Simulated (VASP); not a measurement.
# SnO₂: a changed input and its effect

System: SnO₂ (R-3m, 3 atoms in the cell).
Method of the first run: Kohn-Sham DFT of a periodic cell, PBE, VASP PAW PBE potentials, recommended, no spin polarisation (VASP 6.6.1).

The structure derives from a Materials Project entry. 

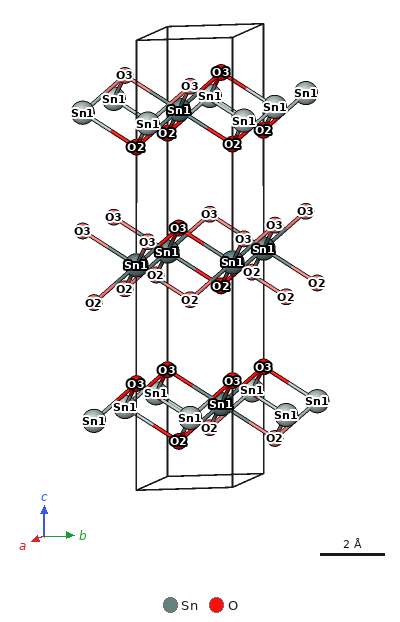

**Figure 1.** The structure as given in the input (ball-and-stick view of the cell 3 times as large as that of the calculation, set on its symmetry axes, seen slightly off an axis; neighbours outside the cell are drawn fainter; atoms are numbered from 1 in the order of the input).

## INCAR, the first run
```
SYSTEM = SnO2
ALGO = Normal ; EDIFF = 1E-6
ENCUT = 520 ; GGA = PE
ISIF = 2 ; ISMEAR = -1
LASPH = .True. ; LCHARG = .False.
LREAL = .False. ; LWAVE = .False.
NELM = 100 ; PREC = Accurate
SIGMA = 0.05
```

## KPOINTS, the first run
```
k-points
0
Gamma
  10 10 10
  0 0 0
```

## POSCAR, the first run
```
SnO2
1.0
    1.5524093522      0.8962839574      4.8005925840
   -1.5524093522      0.8962839574      4.8005925840
    0.0000000000     -1.7925679148      4.8005925840
Sn O
1 2
Direct
    0.5000000000      0.5000000000      0.5000000000
    0.7628300000      0.7628300000      0.7628300000
    0.2371700000      0.2371700000      0.2371700000
```

Launched with:
```bash
cat potpaw_PBE.64/Sn_d/POTCAR potpaw_PBE.64/O/POTCAR > POTCAR
mpirun -np 1 vasp_std > vasp.out
```

Hardware: 1 thread of Intel Xeon (Sapphire Rapids), 64 GiB of memory available, shared host.

## OSZICAR and lines of OUTCAR (the first run)
```
N       E                     dE             d eps       ncg     rms          rms(c)
DAV:   1     0.256027885920E+03    0.25603E+03   -0.14631E+04  3974   0.232E+03
DAV:   2     0.258817731257E+01   -0.25344E+03   -0.24595E+03  4644   0.496E+02
DAV:   3    -0.203814100035E+02   -0.22970E+02   -0.22798E+02  4520   0.149E+02
DAV:   4    -0.209505931216E+02   -0.56918E+00   -0.56875E+00  5231   0.251E+01
DAV:   5    -0.209607269947E+02   -0.10134E-01   -0.10133E-01  5156   0.325E+00    0.112E+01
DAV:   6    -0.179716285425E+02    0.29891E+01   -0.13331E+01  5826   0.658E+01    0.464E+00
DAV:   7    -0.179917323995E+02   -0.20104E-01   -0.73784E-01  4164   0.770E+00    0.222E+00
DAV:   8    -0.179775576050E+02    0.14175E-01   -0.67166E-02  5070   0.347E+00    0.528E-01
DAV:   9    -0.179762395428E+02    0.13181E-02   -0.14326E-02  6044   0.234E+00    0.867E-02
DAV:  10    -0.179766959323E+02   -0.45639E-03   -0.16496E-03  4593   0.378E-01    0.326E-02
DAV:  11    -0.179767266299E+02   -0.30698E-04   -0.49277E-05  6069   0.817E-02    0.149E-02
DAV:  12    -0.179767299536E+02   -0.33237E-05   -0.73066E-06  4927   0.483E-02    0.485E-03
DAV:  13    -0.179767296807E+02    0.27287E-06   -0.14563E-06  4023   0.194E-02
   1 F= -.17976730E+02 E0= -.17976730E+02  d E =-.366706E-10
[... from OUTCAR:]
  free energy    TOTEN  =       -17.97672968 eV
  energy without entropy =      -17.97672968  energy(sigma->0) =      -17.97672968
 E-fermi :   5.1404     XC(G=0): -10.3593     alpha+bet :-12.7551
  free  energy   TOTEN  =       -17.9767296807 eV
  energy  without entropy=      -17.9767296807  energy(sigma->0) =      -17.97672968
```

The input of the second run differs as follows (lines with − go, lines with + come):
```diff
-    1.5524093522      0.8962839574      4.8005925840
-   -1.5524093522      0.8962839574      4.8005925840
-    0.0000000000     -1.7925679148      4.8005925840
+    1.6170930752      0.9336291223      4.8005925840
+   -1.6170930752      0.9336291223      4.8005925840
+    0.0000000000     -1.8672582446      4.8005925840
```

What does this change do to the results?

With the same functional and potentials, the second run lies 74.4 meV per atom lower. The gap on the mesh goes from 2.74 to 1.91 eV. The pressure goes from 17.14 to −0.04 GPa. The largest force goes from 0.839 to 0.083 eV/Å. The volume per atom goes from 13.36 to 14.50 Å³. The number of SCF iterations is the same. The plane waves at Γ go from 1099.0 to 1190.0.

## OSZICAR and lines of OUTCAR (the second run)
```
N       E                     dE             d eps       ncg     rms          rms(c)
DAV:   1     0.249445249266E+03    0.24945E+03   -0.14542E+04  4011   0.223E+03
DAV:   2     0.189642849834E+01   -0.24755E+03   -0.23994E+03  4737   0.487E+02
DAV:   3    -0.205767466869E+02   -0.22473E+02   -0.22371E+02  4603   0.148E+02
DAV:   4    -0.211189131713E+02   -0.54217E+00   -0.54178E+00  5015   0.246E+01
DAV:   5    -0.211297825372E+02   -0.10869E-01   -0.10868E-01  5099   0.340E+00    0.106E+01
DAV:   6    -0.182142370184E+02    0.29155E+01   -0.14144E+01  6148   0.670E+01    0.438E+00
DAV:   7    -0.182154928799E+02   -0.12559E-02   -0.75381E-01  4147   0.782E+00    0.211E+00
DAV:   8    -0.182007275373E+02    0.14765E-01   -0.84747E-02  4910   0.334E+00    0.482E-01
DAV:   9    -0.181992677690E+02    0.14598E-02   -0.16561E-02  6053   0.199E+00    0.920E-02
DAV:  10    -0.181998628322E+02   -0.59506E-03   -0.20227E-03  4282   0.460E-01    0.335E-02
DAV:  11    -0.181998790588E+02   -0.16227E-04   -0.91286E-05  6525   0.132E-01    0.211E-02
DAV:  12    -0.181998825092E+02   -0.34504E-05   -0.10584E-05  5062   0.342E-02    0.810E-03
DAV:  13    -0.181998824177E+02    0.91495E-07   -0.25693E-06  4238   0.208E-02
   1 F= -.18199882E+02 E0= -.18199882E+02  d E =-.262286E-09
[... from OUTCAR:]
  free energy    TOTEN  =       -18.19988242 eV
  energy without entropy =      -18.19988242  energy(sigma->0) =      -18.19988242
 E-fermi :   4.3679     XC(G=0):  -9.9905     alpha+bet :-11.7551
  free  energy   TOTEN  =       -18.1998824177 eV
  energy  without entropy=      -18.1998824174  energy(sigma->0) =      -18.19988242
```

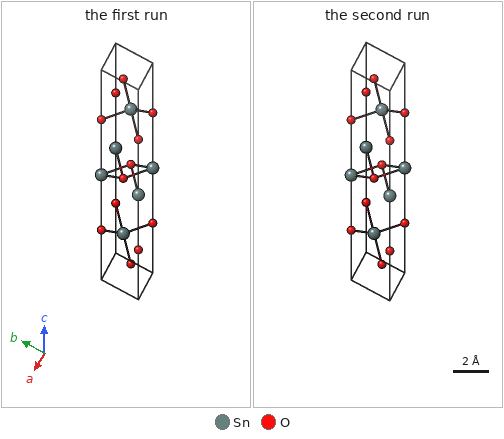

**Figure 2.** The two input geometries at one scale (ball-and-stick view of the cell 3 times as large as that of the calculation, set on its symmetry axes, seen at an oblique angle). No atom moves by more than 0.005 Å relative to the cell. The volume changes by +8.5 %, with a = b 3.105 → 3.234 Å (+4.2 %), c stays at 14.402 Å. Among the contacts that change: O–Sn 2.060 → 2.125 Å.

## The two runs side by side

```tsv
quantity	the first run	the second run
outcome	converged	converged
free energy per atom (eV)	−5.9922	−6.0666
gap on the mesh (eV)	2.74	1.91
pressure (GPa)	17.14	−0.04
volume per atom (Å³)	13.36	14.50
largest force (eV/Å)	0.839	0.083
SCF iterations	13	13
irreducible k-points	116	116
plane waves at Γ	1099	1190
```
